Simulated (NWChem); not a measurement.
**One shape, several levels: C2H6O2 (ethylene glycol)**

Aim: a comparison of 6 runs (HF/6-31G*, revPBE/6-31G*, BLYP/6-31G*, SVWN5/6-31G*, TPSS/6-31G*, MP2/6-31G*) of C2H6O2 (ethylene glycol). The job is set up through an ASE script.

Program for the calculation: NWChem 7.3.0.

2 further runs of the same task are left out: 2 that didn't finish.

### 1 The system as given

The species is C2H6O2 (10 atoms), meant as a singlet with charge 0. As SMILES, `OCCO`. The C2–H7 distance was set to 1.432 Å, away from the relaxed value.

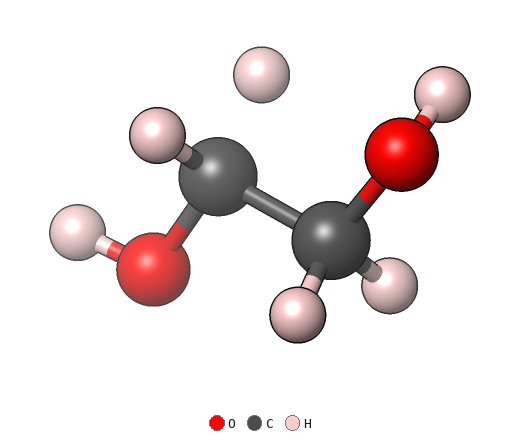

The structure, seen from a chosen angle (oxygen red, carbon dark grey, hydrogen pink).

### 2 The energy at HF/6-31G(d) (spherical functions) (run 1)

File run.py:

```python
from ase import Atoms
from ase.calculators.nwchem import NWChem

mol = Atoms(['O', 'C', 'C', 'O', 'H', 'H', 'H', 'H', 'H', 'H'], positions=[
    [-1.843291, 0.047061, 0.077916],
    [-0.492091, 0.449061, 0.029616],
    [0.314009, -0.556339, 0.824516],
    [1.686109, -0.232339, 0.839416],
    [-2.379991, 0.710561, -0.359584],
    [-0.344291, 1.447061, 0.462216],
    [-0.009800, 0.482600, -1.318200],
    [0.132709, -1.563339, 0.427216],
    [-0.020191, -0.548639, 1.863916],
    [2.038409, -0.356539, -0.045184],
])

calc = NWChem(
    label='m1',
    theory='scf',
    memory='2200 mb',
    basis='6-31G*',
    basispar='spherical bse',
    scf={'nopen': '0', 'rhf': None, 'thresh': '1e-08', 'maxiter': '80'},
    task='energy',
)
mol.calc = calc

print(f"energy = {mol.get_potential_energy():.6f} eV")
print("dipole (e A):", mol.get_dipole_moment().round(4))
```

Launch:

```bash
$ export ASE_NWCHEM_COMMAND="nwchem PREFIX.nwi > PREFIX.nwo"
$ python run.py
```

The program printed:

```text
energy = -6228.085685 eV
dipole (e A): [-0.1435  0.1957 -0.3411]
```

The calculator wrote m1.nwi:

```
title "m1"

permanent_dir m1

scratch_dir m1

start m1

geometry units angstrom nocenter noautosym noautoz
  O  -1.8432910000000000e+00 4.7060999999999999e-02 7.7915999999999999e-02
  C  -4.9209100000000000e-01 4.4906099999999999e-01 2.9616000000000000e-02
  C  3.1400899999999998e-01 -5.5633900000000003e-01 8.2451600000000003e-01
  O  1.6861090000000001e+00 -2.3233899999999999e-01 8.3941600000000005e-01
  H  -2.3799910000000000e+00 7.1056100000000000e-01 -3.5958400000000001e-01
  H  -3.4429100000000001e-01 1.4470609999999999e+00 4.6221600000000002e-01
  H  -9.7999999999999997e-03 4.8259999999999997e-01 -1.3182000000000000e+00
  H  1.3270899999999999e-01 -1.5633390000000000e+00 4.2721599999999998e-01
  H  -2.0191000000000001e-02 -5.4863899999999999e-01 1.8639159999999999e+00
  H  2.0384090000000001e+00 -3.5653899999999999e-01 -4.5184000000000002e-02
end

memory 2200 mb

basis spherical bse noprint
   * library 6-31G*
end

scf
  nopen 0
  rhf
  thresh 1e-08
  maxiter 80
end

task scf energy
```

m1.nwo:

```text
Northwest Computational Chemistry Package (NWChem) 7.3.0
             --------------------------------------------------------

           Job information
           ---------------

    nwchem branch   = 7.3.0
    use scalapack   = T
    input           = m1.nwi
    prefix          = m1.
    data base       = m1/m1.db
    status          = startup
    nproc           =        1

           Memory information
           ------------------

    heap     =     72089600 doubles =      550.0 Mbytes
    stack    =     72089597 doubles =      550.0 Mbytes
    global   =    144179200 doubles =     1100.0 Mbytes (distinct from heap & stack)
    total    =    288358397 doubles =     2200.0 Mbytes
    verify   = yes
    hardfail = no

[... 133 lines left out ...]
 Convergence threshold     :          1.000E-08
[... 12 lines left out ...]
       Final RHF  results
[... 3 lines left out ...]
      One-electron energy =   -569.932498833523
[... 1 line left out ...]
 Nuclear repulsion energy =    129.480762763394
[... 35 lines left out ...]
                       ROHF Final Molecular Orbital Analysis
[... 191 lines left out ...]
  Mulliken analysis of the total density
  --------------------------------------

    Atom       Charge   Shell Charges
 -----------   ------   -------------------------------------------------------
    1 O    8     8.76   2.00  0.89  2.89  1.00  1.95  0.03
    2 C    6     5.96   2.00  0.65  1.85  0.59  0.80  0.08
    3 C    6     5.97   2.00  0.66  1.97  0.54  0.73  0.08
[... 6 lines of this table left out ...]
   10 H    1     0.55   0.46  0.09

       Multipole analysis of the density wrt the origin
       ------------------------------------------------

     L   x y z        total         open         nuclear
     -   - - -        -----         ----         -------
     0   0 0 0     -0.000000      0.000000     34.000000

     1   1 0 0     -0.271146      0.000000     -5.497408
[... 8 lines of this table left out ...]
     2   0 0 2    -19.486793      0.000000     55.383911

 Task  times  cpu:       18.8s     wall:       18.8s
 Total times  cpu:       19.1s     wall:       19.1s
```

It took 24 s on 1 thread of Intel Xeon at 2.50GHz (Skylake/Cascade Lake), shared host; peak memory 0.096 GiB.

### 3 A single-point energy at revPBE/6-31G(d) (spherical functions) (run 2)

File run.py:

```python
from ase import Atoms
from ase.calculators.nwchem import NWChem

system = Atoms(['O', 'C', 'C', 'O', 'H', 'H', 'H', 'H', 'H', 'H'], positions=[
    [-1.843291, 0.047061, 0.077916],
    [-0.492091, 0.449061, 0.029616],
    [0.314009, -0.556339, 0.824516],
    [1.686109, -0.232339, 0.839416],
    [-2.379991, 0.710561, -0.359584],
    [-0.344291, 1.447061, 0.462216],
    [-0.009800, 0.482600, -1.318200],
    [0.132709, -1.563339, 0.427216],
    [-0.020191, -0.548639, 1.863916],
    [2.038409, -0.356539, -0.045184],
])

calc = NWChem(
    label='mymol',
    theory='dft',
    memory='2200 mb',
    basis='6-31G*',
    basispar='spherical bse',
    dft={'xc': 'revpbe cpbe96', 'mult': '1', 'grid': 'xfine', 'convergence': 'energy 1e-08', 'iterations': '100', 'mulliken': None, 'print': 'low'},
    task='energy',
)
system.calc = calc

e = system.get_potential_energy()
print(f"E = {e:.6f} eV")
```

Launch:

```bash
$ export ASE_NWCHEM_COMMAND="nwchem PREFIX.nwi > PREFIX.nwo"
$ python run.py
```

The program printed:

```text
E = -6262.019242 eV
```

The calculator wrote mymol.nwi:

```
title "mymol"

permanent_dir mymol

scratch_dir mymol

start mymol

geometry units angstrom nocenter noautosym noautoz
  O  -1.8432910000000000e+00 4.7060999999999999e-02 7.7915999999999999e-02
  C  -4.9209100000000000e-01 4.4906099999999999e-01 2.9616000000000000e-02
  C  3.1400899999999998e-01 -5.5633900000000003e-01 8.2451600000000003e-01
  O  1.6861090000000001e+00 -2.3233899999999999e-01 8.3941600000000005e-01
  H  -2.3799910000000000e+00 7.1056100000000000e-01 -3.5958400000000001e-01
  H  -3.4429100000000001e-01 1.4470609999999999e+00 4.6221600000000002e-01
  H  -9.7999999999999997e-03 4.8259999999999997e-01 -1.3182000000000000e+00
  H  1.3270899999999999e-01 -1.5633390000000000e+00 4.2721599999999998e-01
  H  -2.0191000000000001e-02 -5.4863899999999999e-01 1.8639159999999999e+00
  H  2.0384090000000001e+00 -3.5653899999999999e-01 -4.5184000000000002e-02
end

memory 2200 mb

basis spherical bse noprint
   * library 6-31G*
end

dft
  xc revpbe cpbe96
  mult 1
  grid xfine
  convergence energy 1e-08
  iterations 100
  mulliken
  print low
end

task dft energy
```

mymol.nwo:

```text
Northwest Computational Chemistry Package (NWChem) 7.3.0
             --------------------------------------------------------

           Job information
           ---------------

    nwchem branch   = 7.3.0
    use scalapack   = T
    input           = mymol.nwi
    prefix          = mymol.
    data base       = mymol/mymol.db
    status          = startup
    nproc           =        1

           Memory information
           ------------------

    heap     =     72089594 doubles =      550.0 Mbytes
    stack    =     72089599 doubles =      550.0 Mbytes
    global   =    144179200 doubles =     1100.0 Mbytes (distinct from heap & stack)
    total    =    288358393 doubles =     2200.0 Mbytes
    verify   = yes
    hardfail = no

[... 37 lines left out ...]
            Nuclear Dipole moment (a.u.)
[... 76 lines left out ...]
   convergence    iter        energy       DeltaE   RMS-Dens  Diis-err    time
[... 13 lines left out ...]
         Total DFT energy =     -230.124964454376
      One electron energy =     -570.351392186049
           Coulomb energy =      240.911445680444
    Exchange-Corr. energy =      -30.165780712166
 Nuclear repulsion energy =      129.480762763394
[... 9 lines left out ...]
    Atom       Charge   Shell Charges
 -----------   ------   -------------------------------------------------------
    1 O    8     8.58   2.00  0.90  2.91  0.98  1.76  0.03
    2 C    6     6.04   2.00  0.68  1.94  0.58  0.78  0.06
    3 C    6     6.06   2.00  0.68  2.06  0.53  0.73  0.06
[... 6 lines of this table left out ...]
   10 H    1     0.61   0.49  0.12

     -------------------------------------------
      Total Density - Lowdin Population Analysis
     -------------------------------------------

    Atom       Charge   Shell Charges
 -----------   ------   -------------------------------------------------------
    1 O    8     8.38   1.99  0.87  2.77  0.70  1.99  0.05
    2 C    6     6.10   1.99  0.56  1.75  0.45  1.23  0.13
    3 C    6     6.13   1.99  0.54  1.86  0.41  1.20  0.14
[... 6 lines of this table left out ...]
   10 H    1     0.69   0.46  0.23

 Task  times  cpu:       89.3s     wall:       89.3s
 Total times  cpu:       89.4s     wall:       89.4s
```

It took 93 s on 1 thread of Intel Xeon at 2.50GHz (Skylake/Cascade Lake), shared host; peak memory 0.14 GiB.

Runs 3 to 5 aren't shown in full; the table further down has their settings and results.

### 4 The energy at MP2/6-31G(d) (spherical functions) (run 6)

run.py, as its differences from that of step 3:

```diff
@@ -17,4 +17,4 @@
 calc = NWChem(
-    label='mymol',
-    theory='dft',
+    label='struct',
+    theory='mp2',
     memory='2200 mb',
@@ -22,3 +22,4 @@
     basispar='spherical bse',
-    dft={'xc': 'revpbe cpbe96', 'mult': '1', 'grid': 'xfine', 'convergence': 'energy 1e-08', 'iterations': '100', 'mulliken': None, 'print': 'low'},
+    scf={'nopen': '0', 'rhf': None, 'thresh': '1e-08', 'maxiter': '80'},
+    mp2={'freeze': 'core 4', 'tight': None},
     task='energy',
```

Launch:

```bash
$ export ASE_NWCHEM_COMMAND="nwchem PREFIX.nwi > PREFIX.nwo"
$ python run.py
```

The program printed:

```text
E = -6244.829260 eV
```

The calculator wrote struct.nwi:

```
title "struct"

permanent_dir struct

scratch_dir struct

start struct

geometry units angstrom nocenter noautosym noautoz
  O  -1.8432910000000000e+00 4.7060999999999999e-02 7.7915999999999999e-02
  C  -4.9209100000000000e-01 4.4906099999999999e-01 2.9616000000000000e-02
  C  3.1400899999999998e-01 -5.5633900000000003e-01 8.2451600000000003e-01
  O  1.6861090000000001e+00 -2.3233899999999999e-01 8.3941600000000005e-01
  H  -2.3799910000000000e+00 7.1056100000000000e-01 -3.5958400000000001e-01
  H  -3.4429100000000001e-01 1.4470609999999999e+00 4.6221600000000002e-01
  H  -9.7999999999999997e-03 4.8259999999999997e-01 -1.3182000000000000e+00
  H  1.3270899999999999e-01 -1.5633390000000000e+00 4.2721599999999998e-01
  H  -2.0191000000000001e-02 -5.4863899999999999e-01 1.8639159999999999e+00
  H  2.0384090000000001e+00 -3.5653899999999999e-01 -4.5184000000000002e-02
end

memory 2200 mb

basis spherical bse noprint
   * library 6-31G*
end

scf
  nopen 0
  rhf
  thresh 1e-08
  maxiter 80
end
mp2
  freeze core 4
  tight
end

task mp2 energy
```

struct.nwo:

```text
Northwest Computational Chemistry Package (NWChem) 7.3.0
             --------------------------------------------------------

           Job information
           ---------------

    nwchem branch   = 7.3.0
    use scalapack   = T
    input           = struct.nwi
    prefix          = struct.
    data base       = struct/struct.db
    status          = startup
    nproc           =        1

           Memory information
           ------------------

    heap     =     72089598 doubles =      550.0 Mbytes
    stack    =     72089595 doubles =      550.0 Mbytes
    global   =    144179200 doubles =     1100.0 Mbytes (distinct from heap & stack)
    total    =    288358393 doubles =     2200.0 Mbytes
    verify   = yes
    hardfail = no

[... 133 lines left out ...]
 Convergence threshold     :          1.000E-08
[... 12 lines left out ...]
       Final RHF  results
[... 3 lines left out ...]
      One-electron energy =   -569.932498833523
[... 1 line left out ...]
 Nuclear repulsion energy =    129.480762763394
[... 35 lines left out ...]
                       ROHF Final Molecular Orbital Analysis
[... 245 lines left out ...]
          -------------------------------------------
          SCF energy                -228.877929237345
          Correlation energy          -0.615315025373
          Singlet pairs               -0.381327222675
          Triplet pairs               -0.233987802698
          Total MP2 energy          -229.493244262718
          -------------------------------------------

          ---------------------------------------------------
                    Spin Component Scaled (SCS) MP2
          Same spin pairs                     -0.155991868465
          Same spin scaling factor             0.333333333333
          Opposite spin pairs                 -0.459323156908
          Opposite spin scaling fact.          1.200000000000
          SCS-MP2 correlation energy          -0.603185077778
          Total SCS-MP2 energy              -229.481114315122
          ---------------------------------------------------

 -----------------------
 Task  times  cpu:       28.9s     wall:       28.9s
 Total times  cpu:       29.1s     wall:       29.1s
```

Wall time 35 s (1 thread of Intel Xeon at 2.50GHz (Skylake/Cascade Lake), shared host); peak memory 0.15 GiB.

### 5 All runs side by side

| run | level | iteration cap | module | energy (Eh) | dipole moment (D) | HOMO energy (eV) | LUMO energy (eV) | wall time |
| --- | --- | --- | --- | --- | --- | --- | --- | --- |
| 1 | HF/6-31G* (spherical functions) | 80 | scf | -228.877929 | 2.01 | -11.43 | 5.31 | 24 s |
| 2 | revPBE/6-31G* (spherical functions) | 100 | dft | -230.124964 | – | – | – | 93 s |
| 3 | BLYP/6-31G* (spherical functions) | 100 | dft | -230.118667 | 1.75 | -5.71 | 0.62 | 1.7 min |
| 4 | SVWN5/6-31G* (spherical functions) | 100 | dft | -228.365191 | 1.91 | -5.92 | 0.44 | 41 s |
| 5 | TPSS/6-31G* (spherical functions) | 100 | dft | -230.224527 | 1.77 | -6.01 | 0.78 | 2 min |
| 6 | MP2/6-31G* (spherical functions) | 80 | mp2 | -229.493244 | – | -11.43 | 5.31 | 35 s |

### 6 Summary of results

| quantity | value |
| --- | --- |
| run 6: total energy | -229.49324 Eh |
| run 6: HOMO energy (Hartree–Fock orbitals) | -11.43 eV |
| run 6: LUMO energy (Hartree–Fock orbitals) | 5.31 eV |
| run 6: HOMO–LUMO gap (Hartree–Fock orbitals) | 16.74 eV |
| run 6: correlation energy (4 core orbitals frozen) | -615.3 mEh |

**Reading.** Over runs 1, 3, 4, 5 the dipole moment (its size) runs from 1.75 D (BLYP/6-31G*) to 2.01 D (HF/6-31G*). Over runs 1, 3, 4, 5 the HOMO–LUMO gap runs from 6.33 eV (BLYP/6-31G*) to 16.74 eV (HF/6-31G*). Exact exchange widens orbital gaps. Totals of different functionals can't be ranked against each other. All runs together took 6.9 min, the longest 2 min.
